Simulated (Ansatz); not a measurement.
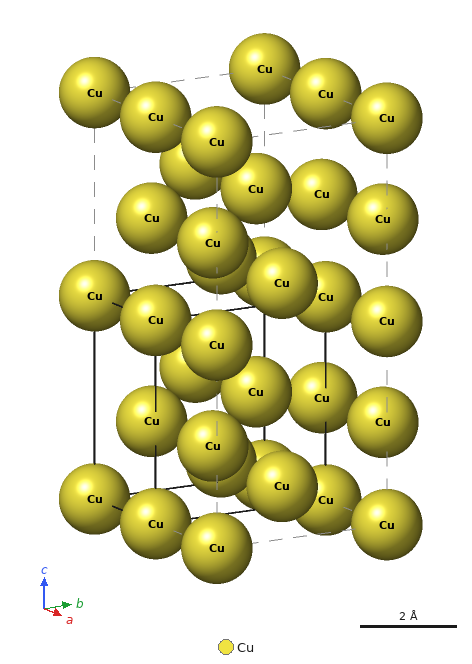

Spheres-only representation of a periodic structure, projected from a general direction. The structure is repeated 2×1×2 times; solid lines mark one unit cell.

Cu, a = 2.52 Å, b = 4.12 Å, c = 4.37 Å, α = 90.00°, β = 90.00°, γ = 90.00°.

Computed with DFT PBEsol, scalar-relativistic, plane waves, PAW in Ansatz. Settings: plane waves up to 420 eV, k-points on a 14×8×8 grid, Gaussian smearing of 0.15 eV, no spin polarisation.

> Predict the gap.

A metal: bands cross the Fermi level.

> Would the cell expand or shrink if it could?

The computed pressure is 18.7 GPa (compressed: it would expand). The stress isn't hydrostatic: its largest component is 33.0 GPa.

Its origin is a structure listed in the Materials Project. The cell was then strained or its atoms displaced on purpose. A calculation with Ansatz used it as input.

At this level of theory the cell isn't at rest (compressed, at 19 GPa and forces up to 4.3 eV/Å), so its distances can differ from those at equilibrium, the more so the softer the solid.
